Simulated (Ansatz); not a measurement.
# Run report: Ti, geometry relaxation (part 2 of 2)

Continued. System: Ti (I4/mmm, 2 atoms in the cell). Method: DFT r2SCAN, scalar-relativistic, plane waves, PAW, no spin polarisation (Ansatz 0.2.0); cutoff 500 eV, 16×16×16 k-mesh, Gaussian smearing of 0.1 eV. The structure derives from an entry of the Crystallography Open Database. It belongs to a series of runs on one base structure; here: biaxial strain in the a-b plane, c and atoms relaxed: +1.0 %.

Geometry of the input (Å; fractional positions):
```
3.2843  0.0000  0.0000
0.0000  3.2843  0.0000
0.0000  0.0000  3.2323
Ti 0.0000  0.0000  0.0000
Ti 0.5000  0.5000  0.5000
```

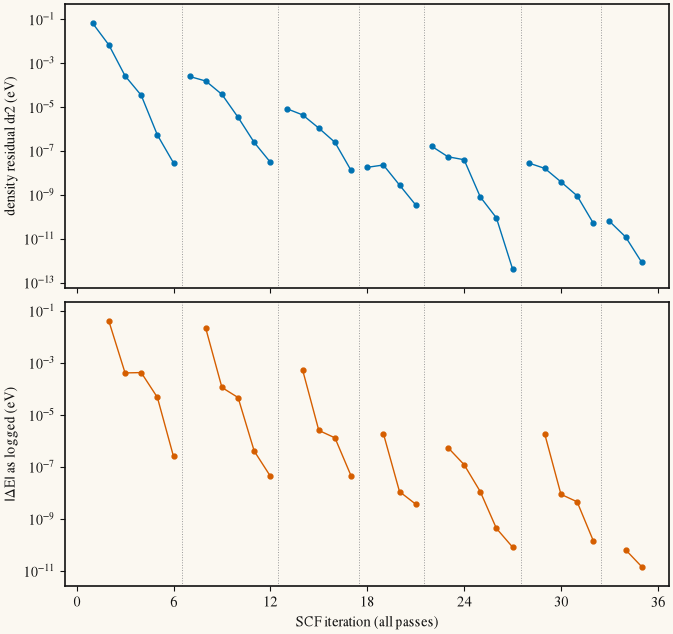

Fig. 1: Convergence of the self-consistent field: density residual dr2 and size of the energy change against the SCF iteration. The dotted lines part the SCF passes of the relaxation: geometry steps, rejected trials and re-solves on a re-selected basis. The 7 passes take 3 to 6 iterations each, 35 in all.

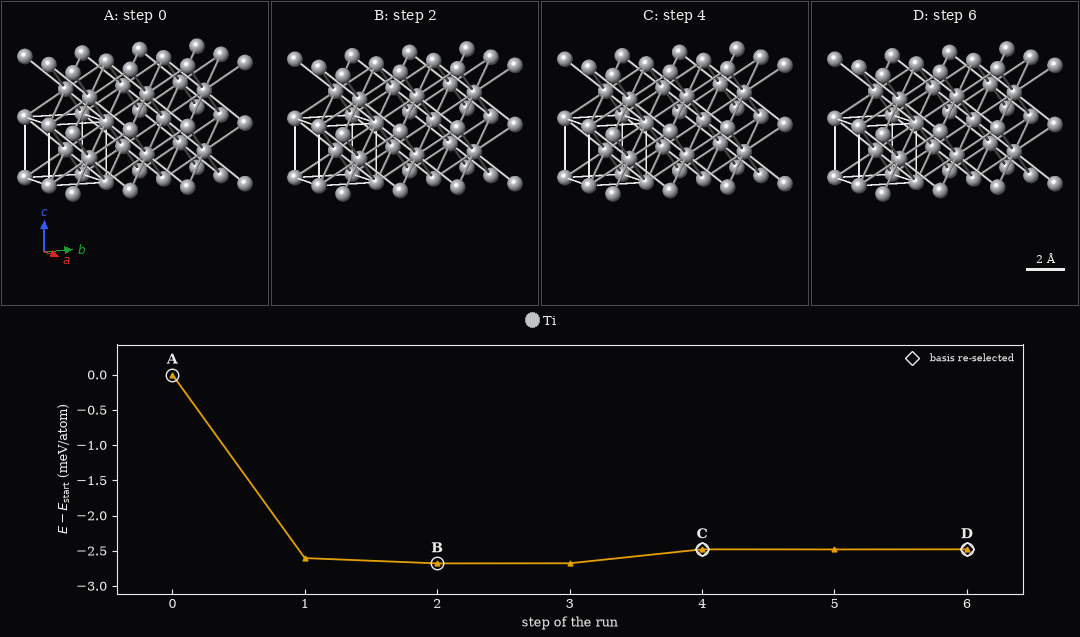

Fig. 2: Frames of the relaxation (ball-and-stick view of the cell of the calculation, repeated 2 × 3 × 2, seen slightly off an axis) above the curves, on which the letters mark them (the first geometry is step 0 here and step 1 in the log).

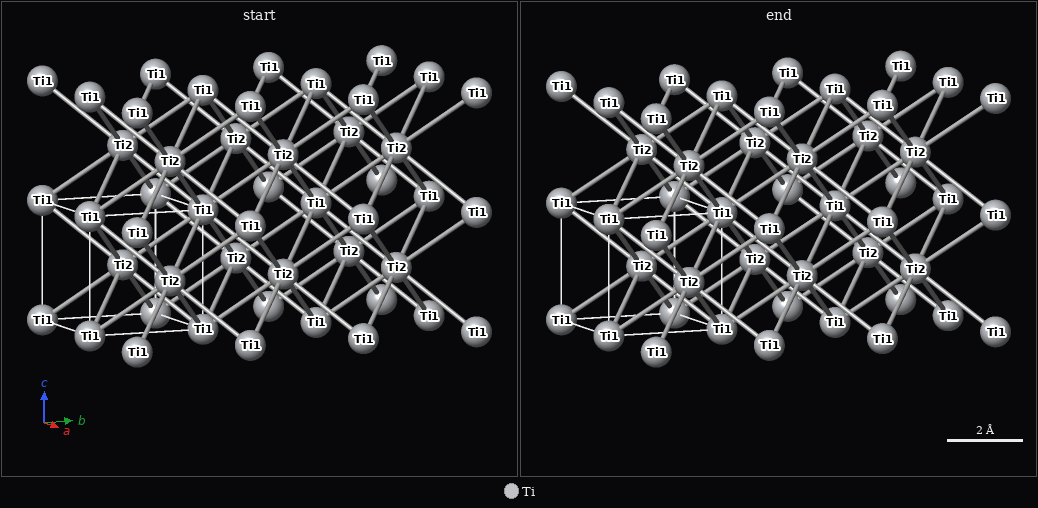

Fig. 3: Before (left) and after (right) the relaxation, at one scale (ball-and-stick view of the cell of the calculation, repeated 2 × 3 × 2, seen slightly off an axis). The energy falls by 2.5 meV per atom in 4 geometry steps. All forces vanish by symmetry, so only the cell relaxes. Pressure: −1.48 GPa at the start and 1.15 GPa at the end. 1 further SCF at an unchanged geometry re-selected the plane-wave basis for the new cell. The atoms keep their places relative to the cell (all moves are under 0.005 Å). Cell: a = b stay at 3.284 Å, c 3.232 → 3.157 Å (−2.3 %). Volume −2.3 %. Among the contacts that change: Ti1–Ti2 2.829 → 2.808 Å. The space group stays I4/mmm (No. 139). The energy change given includes the shifts at the re-selections in mid-walk, which come without any move. A last SCF at the same geometry on a re-selected plane-wave basis shifts the energy by +0.0 meV per atom. (Atoms are counted from 1 in the order of the input.)

```
basis re-selected at this cell: Δ(F+E_penalty+E_count) = +4.029e-6 eV, ΔP = -0.000 GPa vs the last step (what re-selecting the basis moved, of the pressure what is left beyond the Pulay correction that the steps carried, after the strain that the cell walked since its last selection, with what the two solves' SCF thresholds leave and, on support functions, any second-order correction that the steps lacked; it is no measure of the basis error at this ecutwfc). This SCF's stress stands 2.50e-4 GPa from its target on what of the cell is left free (relax.cell.stress_tol is 1.50e-2 GPa) and its largest allowed force component is 1.76e-29 eV/Å (relax.f_tol is 8.00e-3 eV/Å): within both
SCF converged after 3 iterations
Free energy (F): -5008.481381 eV
Harris-Foulkes:  -5008.481381 eV  (|F-HF|=9.09e-13)
Internal energy: -5008.460002 eV  (E = F + TS)
E sigma→0 (E₀):  -5008.470691 eV
Entropy (-TS):   -0.021380 eV (-10.690 meV/atom)
Fermi energy:    13.450382 eV
--- Per-component energies (eV) ---
  E_band       = -332.341910
  E_kinetic    = 546.132210
  E_local      = -1597.885025  (includes V_loc(G=0)·N_el)
  E_nonlocal   = 15.220110
  E_hartree    = 656.236592
  E_xc         = -185.818247
  E_vxc        = -265.683281  (∫ρ·V_xc dr)
  E_paw        = -2113.864288  (= ΣΔE_a)
  E_vpaw       = -360.916471  (= ΣTr[D̂ρ^β])
  E_aug_tail   = 0.000187  (compensation charges beyond the density's cutoff)
  E_vtau       = 18.317133  (kinetic-family band-sum trace: ∫τ·v_τ [+ j·A + Jᵃ·Aᵃ] dr)
  E_ewald      = -2327.974626
  E_core_change = -0.506914  (= ΣΔE_core)
  E_smearing   = -0.021380  (= −TS)
  E_closure    = 0.000000  (closes the sum)
  Σ components = -5008.481381   (vs F -5008.481381, Δ=0.00e0)
--- Forces (eV/Å), atoms counted from 1 ---
  atom   1  Ti     0.00000000     0.00000000     0.00000000
  atom   2  Ti    -0.00000000    -0.00000000    -0.00000000
  max |Σ_I F_I| component: 1.10e-29 eV/Å
--- Stress (GPa, compression-positive) ---
        1.731366       0.000000       0.000000
        0.000000       1.731366       0.000000
        0.000000       0.000000       0.000250
  P = ⅓ Tr σ = 1.1543 GPa (11.543 kbar)
--- Band table (eV; the first three rows and the last of 405) ---
  k-point 0: bands = ["-45.4467", "-45.1982", "-20.7330", "-20.7330", "-20.6779", "-20.2179", "-20.2155", "-20.2155", "7.0384", "11.0611", "11.1570", "14.3878", "14.7184", "14.7184", "16.2180", "16.6027"]
  k-point 1: bands = ["-45.4438", "-45.2000", "-20.7275", "-20.7275", "-20.6804", "-20.2296", "-20.2200", "-20.2200", "7.1139", "11.1043", "11.1974", "14.4160", "14.7020", "14.7020", "16.2513", "16.5381"]
  k-point 2: bands = ["-45.4350", "-45.2053", "-20.7115", "-20.7115", "-20.6872", "-20.2632", "-20.2333", "-20.2333", "7.3373", "11.2330", "11.3085", "14.4996", "14.6576", "14.6576", "16.3479", "16.3484"]
  k-point 404: bands = ["-45.2865", "-45.2865", "-20.6073", "-20.6073", "-20.5711", "-20.5711", "-20.5711", "-20.5711", "12.7173", "12.7173", "12.7173", "12.7173", "12.8694", "12.8694", "16.7953", "16.7953"]
--- Relaxed structure (5 steps of the walk, 5 accepted, 2 SCFs on fresh bases) ---
  F+E_penalty+E_count = -5008.48138131 eV   max|allowed force component| = 1.755e-29 eV/Å   (the final SCF, on the basis selected at the relaxed cell)
  cell:  # Å, volume = 34.0559 Å³
    - [3.2843076419, -1.152625549755535e-129, 0.0]
    - [-1.152625549755535e-129, 3.2843076419, 0.0]
    - [0.0, 0.0, 3.157222519762545]
  atoms:
    - { symbol: Ti, position: [0.0, 0.0, 0.0] }
    - { symbol: Ti, position: [0.49999999999999994, 0.49999999999999994, 0.4999999999999999] }
```

Trajectory as extended XYZ (Å, eV, eV/Å), 7 frames, from step=1 to step=7
```
2
Lattice="3.2843 0.0000 0.0000 0.0000 3.2843 0.0000 0.0000 0.0000 3.2323" Properties=species:S:1:pos:R:3:forces:R:3 step=1 energy=-5008.47642 pressure_GPa=-1.48
Ti    0.0000    0.0000    0.0000    0.0000   0.0000   0.0000
Ti    1.6422    1.6422    1.6161    0.0000   0.0000   0.0000
2
Lattice="3.2843 0.0000 0.0000 0.0000 3.2843 0.0000 0.0000 0.0000 3.1677" Properties=species:S:1:pos:R:3:forces:R:3 step=2 energy=-5008.48163 pressure_GPa=0.78
Ti    0.0000    0.0000    0.0000    0.0000   0.0000   0.0000
Ti    1.6422    1.6422    1.5838    0.0000   0.0000   0.0000
2
Lattice="3.2843 0.0000 0.0000 0.0000 3.2843 0.0000 0.0000 0.0000 3.1572" Properties=species:S:1:pos:R:3:forces:R:3 step=3 energy=-5008.48178 pressure_GPa=1.17
Ti    0.0000    0.0000    0.0000    0.0000   0.0000   0.0000
Ti    1.6422    1.6422    1.5786    0.0000   0.0000   0.0000
2
Lattice="3.2843 0.0000 0.0000 0.0000 3.2843 0.0000 0.0000 0.0000 3.1578" Properties=species:S:1:pos:R:3:forces:R:3 step=4 energy=-5008.48178 pressure_GPa=1.14
Ti    0.0000    0.0000    0.0000    0.0000   0.0000   0.0000
Ti    1.6422    1.6422    1.5789    0.0000   0.0000   0.0000
2
Lattice="3.2843 0.0000 0.0000 0.0000 3.2843 0.0000 0.0000 0.0000 3.1578" Properties=species:S:1:pos:R:3:forces:R:3 step=5 energy=-5008.48138 pressure_GPa=1.13
Ti    0.0000    0.0000    0.0000    0.0000   0.0000   0.0000
Ti    1.6422    1.6422    1.5789    0.0000   0.0000   0.0000
2
Lattice="3.2843 0.0000 0.0000 0.0000 3.2843 0.0000 0.0000 0.0000 3.1572" Properties=species:S:1:pos:R:3:forces:R:3 step=6 energy=-5008.48139 pressure_GPa=1.15
Ti    0.0000    0.0000    0.0000    0.0000   0.0000   0.0000
Ti    1.6422    1.6422    1.5786    0.0000   0.0000   0.0000
2
Lattice="3.2843 0.0000 0.0000 0.0000 3.2843 0.0000 0.0000 0.0000 3.1572" Properties=species:S:1:pos:R:3:forces:R:3 step=7 energy=-5008.48138 pressure_GPa=1.15
Ti    0.0000    0.0000    0.0000    0.0000   0.0000   0.0000
Ti    1.6422    1.6422    1.5786    0.0000   0.0000   0.0000
```

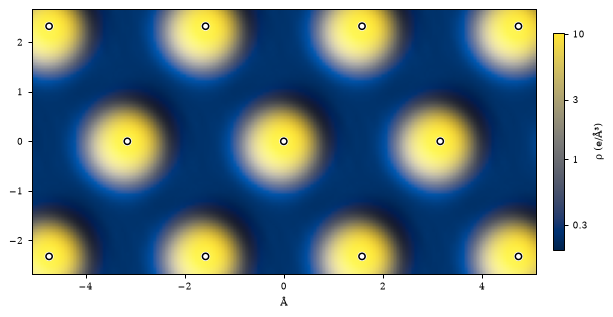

Fig. 4: Valence charge density (pseudo) on the (11̄0) plane of the conventional cell. Circles mark the nuclei in the plane (Ti). Atoms in the plane: Ti. Ti–Ti (2.81 Å): ρ is about 0.19 e/Å³ halfway. Away from the nuclei the density in this plane falls to 0.19 e/Å³ at its lowest. In a PAW calculation such maps are meaningful between the atoms, not at the nuclei.

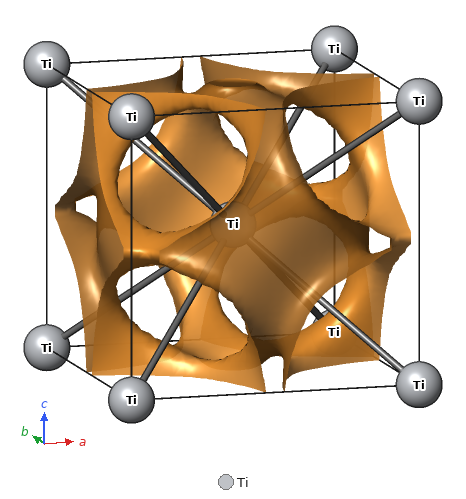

Fig. 5: Isosurface of the ELF at 0.5 (orange), seen slightly off an axis. Only the valence region is drawn (cores and ρ < 0.01 e/Å³ removed). Sticks mark near contacts. The outline is the cell set on symmetry axes. Profiles from the grid: Ti–Ti (2.81 Å): the ELF is about 0.15 at the midpoint; no shared electron pair.

Results in brief

- outcome: converged
- space group (tolerance 0.01 Å): I4/mmm (139)
- electrons treated: 24
- free energy: −5008.4814 eV
- Fermi energy: 13.450 eV
- gap on the k-point mesh: none (metallic)
- pressure: 1.15 GPa
- final volume: 34.06 Å³
- largest force (length of the vector) at the end: under 0.001 eV/Å
- final cell: a = 3.284 Å, b = 3.284 Å, c = 3.157 Å, α = 90.00°, β = 90.00°, γ = 90.00°
- wall time: 5.6 min
- peak memory: 0.69 GiB
